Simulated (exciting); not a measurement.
Consider BN (Qingsongite), space group F-43m.

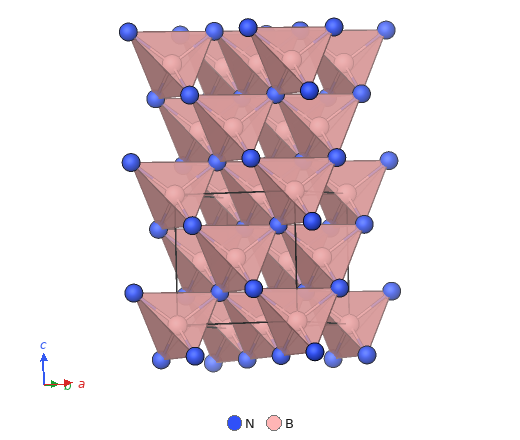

The structure (nitrogen blue, boron pink). 1×1×2 conventional cells are drawn. Some periodic images of atoms are drawn too.

```xyz
2
Lattice="0.0000 1.8075 1.8075 1.8075 0.0000 1.8075 1.8075 1.8075 0.0000" Properties=species:S:1:pos:R:3 pbc="T T T"
N     2.7113    2.7113    2.7113
B     0.0000    0.0000    0.0000
```

Absorber: atom 2, with 4 N at 1.57 Å (tetrahedral, site symmetry -43m). Method: exciting, all-electron LAPW+lo, PBE, exchange and screened direct term (singlet BSE), 6×6×6 shifted k points, 8 conduction bands, |G+q| up to 3 bohr⁻¹, full RPA screening with nempty = 25, Lorentzian half width 0.45 eV.

**Question.** Predict the B K near-edge structure at this level.

Bound core exciton? Yes on this mesh: the first bright state (over 5 % of the brightest) lies at -0.69 eV from the Kohn–Sham onset; weaker or dark states reach down to -0.75 eV. Maxima (height): 0.5 eV (1.00) and 18.9 eV (0.49).

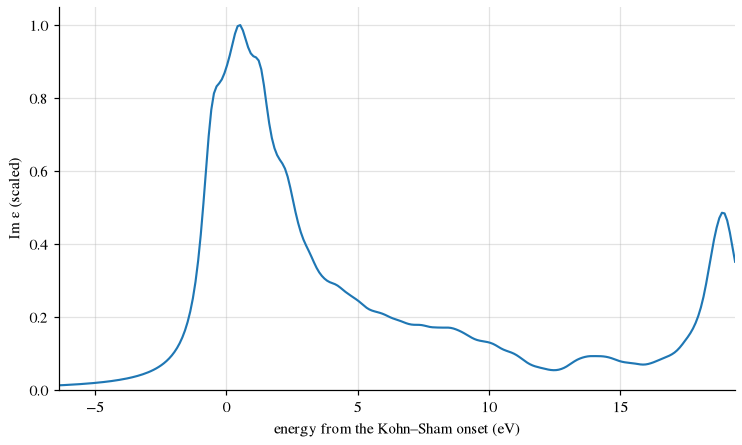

Energy from the Kohn–Sham onset, core level to the lowest empty state found on the meshes used; Im ε in relative units.

A mesh of 216 points doesn't converge binding energies. Exchange and the short-range direct term aren't converged in the kernel cutoff. The zero comes from the unshifted 7×7×7 ground-state mesh; it is exact only where the band minimum lies on that mesh. The structure is a published determination, not relaxed.

[Banner, clock and machine lines of the logs are left out without a mark of their own.]

[Logs are printed without paths, hosts, clocks, repeated set-up lines and the standing remarks that a program may print on its own settings, such as how far it seeks lower states.]

[Hosts, paths, dates, database ids (printed as entryN), source tags and the programs' standing remarks are cut or masked in the printed files.]
